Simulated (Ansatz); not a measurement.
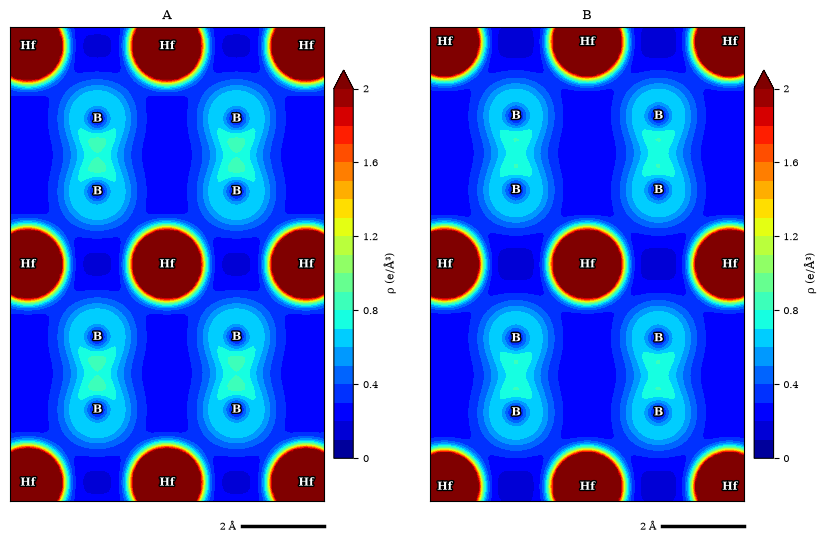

HfB₂. The valence pseudo-density of two cells that differ in size, on the (110) plane of each (indices in the axes of the calculation cell), at one length scale and on one colour scale: B has 9.9 Å³ an atom and A 9.3.

Computed with DFT r2SCAN, scalar-relativistic, plane waves, PAW (Ansatz).

The density is the valence pseudo-density of a PAW calculation; it isn't the true density close to the nuclei.

Q: What does the compression do to the bonding and the properties?

A: From the larger cell to the smaller, Hf–B goes from 2.51 to 2.46 Å, and the density at its midpoint from 0.33 to 0.36 e/Å³; B–B goes from 1.81 to 1.78 Å; the pressure goes from 0.0 to 18 GPa.
